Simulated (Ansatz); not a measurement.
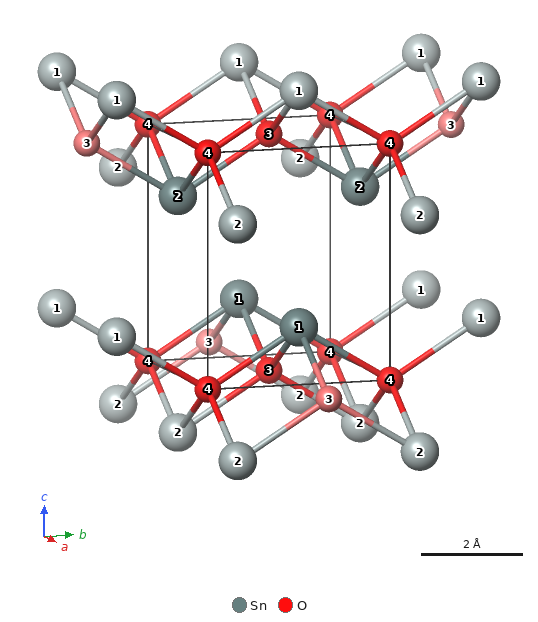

Fig. 1: The structure as given in the input (ball-and-stick view of the cell of the calculation, seen slightly off an axis; neighbours outside the cell are drawn fainter; atoms are numbered from 1 in the order of the input). An atom can appear more than once, as a periodic image.

# SnO: geometry relaxation

The run: geometry relaxation of SnO (P4/nmm, 4 atoms in the cell). Method and program: DFT PBEsol, scalar-relativistic, plane waves, PAW, no spin polarisation (Ansatz 0.2.0).

The structure derives from a Materials Project entry. Figures and captions count atoms from 1; the log counts them from 0 in places.

What the program printed:
```
Engine: ansatz 0.2.0, aarch64-unknown-linux-gnu
Pseudopotentials: kind: paw
Pseudopotential: Sn, paw, valence charge 14, recommended cutoff 420 eV (normal), Sn.paw.azcp
Pseudopotential: O, paw, valence charge 6, recommended cutoff 420 eV (normal), O.paw.azcp
Functional definition: PBEsol
  exchange = pbesol_x
  correlation = pbesol_c
Crystal: 4 atoms, lattice volume = 68.831 Å³
Basis set: ecut = 420 eV, 1335 PW (Γ), exchange–correlation on 54×54×64 points (8 copies of the dense FFT grid, shifted against one another)
Bands: 24, of which v1, the nominal top of the filled ones, is band 20 counted from 1 (19 counted from 0)
Symmetry: 16 space group operations
Space group: P4/nmm (ITA 129), of the structure as read, at distance tolerance 4.1e-5 Å
k-points: 168 of 1440
Non-local potential: Sn, projectors of the file, l = 0: 2, l = 1: 2, l = 2: 2, l = 3: 2
Non-local potential: O, projectors of the file, l = 0: 2, l = 1: 2, l = 2: 1
PAW form: soft (Blöchl's): semilocal exchange-correlation on the pseudo side does not see the compensation charge
PAW frozen core: Sn, regenerated for the run's functional, and the local potential with it (the file was generated under x = pbe(κ = 0.804, μ = 0.2195149727645171), c = pbe(β = 0.06672455060314922))
PAW frozen core: O, regenerated for the run's functional, and the local potential with it (the file was generated under x = pbe(κ = 0.804, μ = 0.2195149727645171), c = pbe(β = 0.06672455060314922))
PAW one-centre angular grid: Sn, 590 points (default); XC on 64 Gauss nodes
PAW one-centre angular grid: O, 110 points (default); XC on 64 Gauss nodes
Initial density: superposition of atomic densities (neutral atoms: chi_scale 0, normalization atom), corrected by the library's trained network
Initial wavefunctions: pseudopotential atomic-orbital guess
Functional: x = pbesol(κ = 0.804, μ = 0.12345679012345678), c = pbesol(β = 0.046)
SCF iter   1: F=—  HF=-13021.447725 eV  |F-HF|=—  |Δ(HF+E_count)|=         —  Δρ=1.40e-2  dr2=1.12e-1  ethr=1.77e-3  ⟨swp⟩=5.8  Hψ=18196  notcnv=0
preconditioner: auto → Resta (q_TF=auto, 2.492 Å⁻¹)  ε∞=3.5  [insulator: Δε(μ)=0.138 eV  Ē_g=17.990 eV  σ=0.100 eV  W_gap=0.59  n_scr=18 (ndim 8)  ℏωp=28.3 eV  f_vac=0.013  D(μ)=0.20/eV (n_scr^D=0)  ε∞_Penn≈3.5]
SCF iter   2: F=—  HF=-13021.423935 eV  |F-HF|=—  |Δ(HF+E_count)|=   2.38e-2  Δρ=4.64e-3  dr2=1.36e-2  ethr=2.80e-4  ⟨swp⟩=2.0  Hψ=7430  notcnv=0
preconditioner: auto → Kerker (q_TF=auto, 2.492 Å⁻¹)  [metal: Δε(μ)=0.088 eV  Ē_g=18.038 eV  σ=0.100 eV  W_gap=0.47  n_scr=18 (ndim 8)  ℏωp=28.3 eV  f_vac=0.013  D(μ)=0.13/eV (n_scr^D=0)]
SCF iter   3: F=—  HF=-13021.421197 eV  |F-HF|=—  |Δ(HF+E_count)|=   2.74e-3  Δρ=1.25e-3  dr2=1.32e-3  ethr=3.39e-5  ⟨swp⟩=2.0  Hψ=5193  notcnv=0
SCF iter   4: F=—  HF=-13021.420987 eV  |F-HF|=—  |Δ(HF+E_count)|=   2.10e-4  Δρ=3.19e-4  dr2=1.35e-4  ethr=3.30e-6  ⟨swp⟩=2.6  Hψ=7281  notcnv=0
SCF iter   5: F=—  HF=-13021.420978 eV  |F-HF|=—  |Δ(HF+E_count)|=   8.39e-6  Δρ=1.16e-4  dr2=1.82e-5  ethr=3.38e-7  ⟨swp⟩=2.9  Hψ=7611  notcnv=0
SCF iter   6: F=—  HF=-13021.420938 eV  |F-HF|=—  |Δ(HF+E_count)|=   4.07e-5  Δρ=3.30e-5  dr2=9.78e-7  ethr=4.55e-8  ⟨swp⟩=2.1  Hψ=5286  notcnv=0
SCF iter   7: F=-13021.420938 eV  HF=-13021.420938 eV  |F-HF|=2.91e-8  |Δ(HF+E_count)|=   3.52e-7  Δρ=1.19e-5  dr2=8.94e-8  ethr=2.50e-10  ⟨swp⟩=11.4  Hψ=32106  notcnv=0
SCF 1 converged in 7 iterations: F = -13021.420938 eV  dr2 = 8.94e-8
  greatest PAW one-centre occupation: 0.994 electrons in one spin orbital (limit 2), on the Sn atom at site 1 (counted from 0), in its partial waves of l = 2
relax step   1: F+E_penalty+E_count = -13021.42093822 eV  Δ(F+E_penalty+E_count) = +0.000e0 eV  max|allowed force component| = 1.872e-3 eV/Å  Δτ_max = 0.0000 Å  P = -0.000 GPa  Ω = 68.831 Å³  (7 SCF iters, dr2 threshold 1.00e-7 eV, accepted)
Initial density: handed on by an earlier stage of this run
Initial wavefunctions: pseudopotential atomic-orbital guess (no wavefunctions were taken with the density)
iter 1 solved again at ethr=1.03e-7 eV; its pass at ethr=3.10e-3 eV (dr2=4.13e-5 eV) is discarded
SCF iter   1: F=—  HF=-13021.420979 eV  |F-HF|=—  |Δ(HF+E_count)|=         —  Δρ=1.18e-5  dr2=8.88e-8  ethr=1.03e-7  ⟨swp⟩=3.3  Hψ=28898  notcnv=0
preconditioner: auto → Kerker (q_TF=auto, 2.492 Å⁻¹)  [metal: Δε(μ)=0.058 eV  Ē_g=18.048 eV  σ=0.100 eV  W_gap=0.31  n_scr=18 (ndim 8)  ℏωp=28.3 eV  f_vac=0.010  D(μ)=0.15/eV (n_scr^D=0)]
SCF iter   2: F=—  HF=-13021.420938 eV  |F-HF|=—  |Δ(HF+E_count)|=   4.04e-5  Δρ=7.66e-6  dr2=4.42e-8  ethr=2.22e-10  ⟨swp⟩=2.4  Hψ=7529  notcnv=0
SCF iter   3: F=—  HF=-13021.420938 eV  |F-HF|=—  |Δ(HF+E_count)|=   2.93e-8  Δρ=2.94e-6  dr2=8.98e-9  ethr=1.11e-10  ⟨swp⟩=2.1  Hψ=5230  notcnv=0
SCF iter   4: F=—  HF=-13021.420938 eV  |F-HF|=—  |Δ(HF+E_count)|=   4.48e-9  Δρ=1.96e-6  dr2=3.20e-9  ethr=2.25e-11  ⟨swp⟩=2.0  Hψ=5395  notcnv=0
SCF iter   5: F=—  HF=-13021.420938 eV  |F-HF|=—  |Δ(HF+E_count)|=  5.38e-10  Δρ=5.84e-7  dr2=4.16e-10  ethr=8.01e-12  ⟨swp⟩=2.0  Hψ=5186  notcnv=0
SCF iter   6: F=-13021.420938 eV  HF=-13021.420938 eV  |F-HF|=1.27e-11  |Δ(HF+E_count)|=  7.64e-11  Δρ=1.17e-7  dr2=2.64e-11  ethr=1.00e-12  ⟨swp⟩=5.2  Hψ=21164  notcnv=0
SCF 2 converged in 6 iterations: F = -13021.420938 eV  dr2 = 2.64e-11
relax step   2: F+E_penalty+E_count = -13021.42093823 eV  Δ(F+E_penalty+E_count) = -1.920e-8 eV  max|allowed force component| = 1.847e-3 eV/Å  Δτ_max = 0.0000 Å  P = -0.000 GPa  Ω = 68.831 Å³  stress off target by 1.94e-2 GPa  SCF on the basis re-selected at this cell (its energy is not comparable with the rows above)  (6 SCF iters)
```

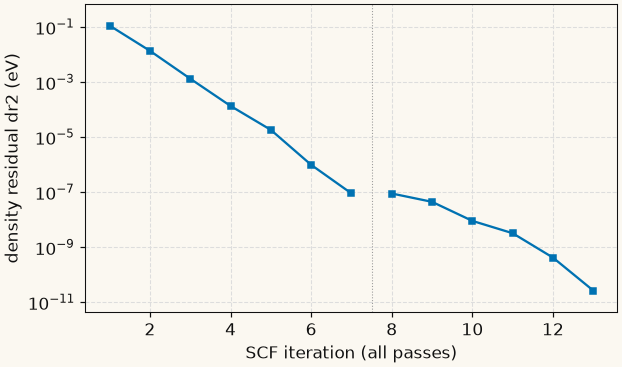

Fig. 2: Convergence of the self-consistent field: density residual dr2 against the SCF iteration. The dotted lines part the SCF passes of the relaxation: geometry steps, rejected trials and re-solves on a re-selected basis. The passes take 7 and 6 iterations.

```
basis re-selected at this cell: Δ(F+E_penalty+E_count) = -1.920e-8 eV, ΔP = +0.000 GPa vs the last step (what re-selecting the basis moved, of the pressure what is left beyond the Pulay correction that the steps carried, after the strain that the cell walked since its last selection, with what the two solves' SCF thresholds leave and, on support functions, any second-order correction that the steps lacked; it is no measure of the basis error at this ecutwfc). This SCF's stress stands 1.94e-2 GPa from its target on what of the cell is left free (relax.cell.stress_tol is 5.00e-2 GPa) and its largest allowed force component is 1.85e-3 eV/Å (relax.f_tol is 5.00e-3 eV/Å): within both
SCF converged after 6 iterations
Free energy (F): -13021.420938 eV
Harris-Foulkes:  -13021.420938 eV  (|F-HF|=1.27e-11)
Internal energy: -13021.420186 eV  (E = F + TS)
E sigma→0 (E₀):  -13021.420562 eV
Entropy (-TS):   -0.000752 eV (-0.188 meV/atom)
Fermi energy:    10.128902 eV
--- Per-component energies (eV) ---
  E_band       = -179.558926
  E_kinetic    = 723.745441
  E_local      = -2594.283142  (includes V_loc(G=0)·N_el)
  E_nonlocal   = 36.353713
  E_hartree    = 1408.269328
  E_xc         = -904.380971
  E_vxc        = -380.998802  (∫ρ·V_xc dr)
  E_paw        = -8435.146176  (= ΣΔE_a)
  E_vpaw       = -780.919552  (= ΣTr[D̂ρ^β])
  E_aug_tail   = 0.004790  (compensation charges beyond the density's cutoff)
  E_ewald      = -3256.623423
  E_core_change = 0.640255  (= ΣΔE_core)
  E_smearing   = -0.000752  (= −TS)
  E_closure    = -0.000000  (closes the sum)
  Σ components = -13021.420938   (vs F -13021.420938, Δ=0.00e0)
--- Forces (eV/Å), atoms counted from 1 ---
  atom   1  Sn     0.00000000     0.00000000     0.00184671
  atom   2  Sn    -0.00000000     0.00000000    -0.00184671
  atom   3  O     -0.00000000     0.00000000     0.00000000
  atom   4  O      0.00000000     0.00000000    -0.00000000
  max |Σ_I F_I| component: 1.67e-16 eV/Å
--- Stress (GPa, compression-positive) ---
        0.009232       0.000000      -0.000000
        0.000000       0.009232      -0.000000
       -0.000000      -0.000000      -0.019438
  P = ⅓ Tr σ = -0.0003 GPa (-0.003 kbar)
--- Band table (eV; the first three rows and the last of 168) ---
  k-point 0: bands = ["-11.8781", "-11.4338", "-11.4338", "-11.4293", "-11.3866", "-11.3764", "-11.3248", "-11.3189", "-11.2974", "-11.2974", "-10.1141", "-7.3915", "2.4189", "3.2271", "3.7445", "3.7445", "6.5861", "6.8947", "6.8947", "10.0745", "12.2248", "14.6016", "14.6267", "14.6267"]
  k-point 1: bands = ["-11.8761", "-11.4313", "-11.4312", "-11.4312", "-11.3853", "-11.3750", "-11.3262", "-11.3203", "-11.3004", "-11.3004", "-10.1097", "-7.3916", "2.0165", "3.7335", "3.7570", "3.7570", "6.5785", "6.8933", "6.8933", "10.0094", "12.0644", "14.2723", "14.2723", "14.6435"]
  k-point 2: bands = ["-11.8709", "-11.4366", "-11.4238", "-11.4238", "-11.3813", "-11.3708", "-11.3302", "-11.3241", "-11.3088", "-11.3088", "-10.0981", "-7.3918", "1.4855", "3.7902", "3.7902", "4.5740", "6.5572", "6.8894", "6.8894", "9.7519", "11.7855", "13.7168", "13.7168", "14.5229"]
  k-point 167: bands = ["-11.7885", "-11.7885", "-11.3944", "-11.3944", "-11.3657", "-11.3657", "-11.3392", "-11.3392", "-11.2961", "-11.2961", "-8.2933", "-8.2933", "1.0273", "1.0273", "4.3888", "4.3888", "7.2708", "7.2708", "7.5644", "7.5644", "12.3470", "12.3470", "14.2272", "14.2272"]
--- Relaxed structure (1 steps of the walk, 1 accepted, 1 SCFs on fresh bases) ---
  F+E_penalty+E_count = -13021.42093823 eV   max|allowed force component| = 1.847e-3 eV/Å   (the final SCF, on the basis selected at the relaxed cell)
  cell:  # Å, volume = 68.8309 Å³
    - [3.8052939684, 0.0, 0.0]
    - [0.0, 3.8052939684, 0.0]
    - [0.0, 0.0, 4.7534316147]
  atoms:
    - { symbol: Sn, position: [0.0, 0.5, 0.2423994233] }
    - { symbol: Sn, position: [0.5, 0.0, 0.7576005767000001] }
    - { symbol: O, position: [0.5, 0.5, 0.0] }
    - { symbol: O, position: [0.0, 0.0, 0.0] }
```

Trajectory as extended XYZ (Å, eV, eV/Å), 2 frames, from step=1 to step=2:
```
4
Lattice="3.8053 0.0000 0.0000 0.0000 3.8053 0.0000 0.0000 0.0000 4.7534" Properties=species:S:1:pos:R:3:forces:R:3 step=1 energy=-13021.42094 pressure_GPa=-0.00
Sn    0.0000    1.9026    1.1522    0.0000   0.0000   0.0019
Sn    1.9026    0.0000    3.6012    0.0000   0.0000  -0.0019
O     1.9026    1.9026    0.0000    0.0000   0.0000   0.0000
O     0.0000    0.0000    0.0000    0.0000   0.0000   0.0000
4
Lattice="3.8053 0.0000 0.0000 0.0000 3.8053 0.0000 0.0000 0.0000 4.7534" Properties=species:S:1:pos:R:3:forces:R:3 step=2 energy=-13021.42094 pressure_GPa=-0.00
Sn    0.0000    1.9026    1.1522    0.0000   0.0000   0.0018
Sn    1.9026    0.0000    3.6012    0.0000   0.0000  -0.0018
O     1.9026    1.9026    0.0000    0.0000   0.0000   0.0000
O     0.0000    0.0000    0.0000    0.0000   0.0000   0.0000
```

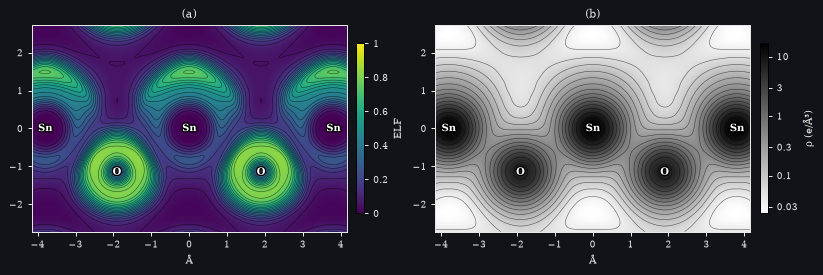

Fig. 3: (a) ELF; (b) valence charge density (pseudo) on the (010) plane of the conventional cell. Sn–O (2.22 Å): the density is about 0.48 e/Å³ at the midpoint; the ELF is about 0.20 at the midpoint (no shared pair; the contact is polar). Away from the nuclei the density in this plane falls to 0.02 e/Å³ at its lowest. Core electrons are frozen (PAW), so the fields are smoothed inside the atomic spheres.

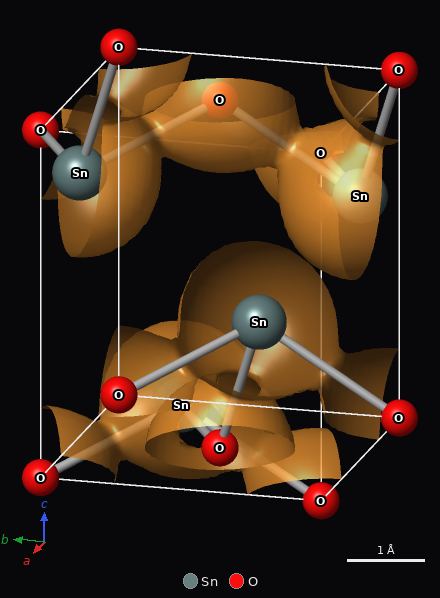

Fig. 4: Isosurface of the valence charge density (pseudo) at 0.4 e/Å³ (orange), seen at an oblique angle. Sticks mark near contacts. The outline is the cell set on symmetry axes. At this value the density is joined into sheets; it holds about 80 % of the electrons treated as valence (semicore included). On the grid the lowest density along these lines, outside the cores, is 0.48 e/Å³ (Sn–O, 2.22 Å).

This output came from the following input.

Input:
```yaml
crystal:
  lattice:
    - [3.8052939684, 0.0, 0.0]
    - [0.0, 3.8052939684, 0.0]
    - [0.0, 0.0, 4.7534316147]
  atoms:
    - { symbol: Sn, position: [0.0, 0.5, 0.2423994233] }
    - { symbol: Sn, position: [0.5, 0.0, 0.7576005767] }
    - { symbol: O, position: [0.5, 0.5, 0.0] }
    - { symbol: O, position: [0.0, 0.0, 0.0] }
basis:
  ecutwfc: 420
kpoints:
  mp_grid: { grid: [12, 12, 10] }
hamiltonian:
  xc: pbesol
scf:
  occupations: { method: gaussian, width: 0.1 }
output:
  forces: true
  stress: true
  eigenvalues: true
  write_density: true
  write_potential: true
  elf: true
  volumetric_format: npy
relax:
  adjacent_minimum: "off"
  f_tol: 0.005
  max_steps: 80
  cell: { stress_tol: 0.05 }
```

Run as:
```bash
ansatz run input.yaml --threads 1 --pin off --max-ram 2560MiB --backend cpu --events-out ev --progress --plain --runs-dir out
```

Key numbers:

| quantity | value |
| --- | --- |
| outcome | converged |
| space group (tolerance 0.01 Å) | P4/nmm (129) |
| electrons treated | 40 |
| free energy | −13021.4209 eV |
| Fermi energy | 10.129 eV |
| gap on the k-point mesh | none (metallic) |
| pressure | 0.00 GPa |
| final volume | 68.83 Å³ |
| largest force (length of the vector) at the end | 0.002 eV/Å |
| final cell | a = 3.805 Å, b = 3.805 Å, c = 4.753 Å, α = 90.00°, β = 90.00°, γ = 90.00° |
| hardware | 1 thread of Arm Neoverse V1, 24 GiB of memory available, shared host |
| wall time | 42 s |
| peak memory | 0.49 GiB |
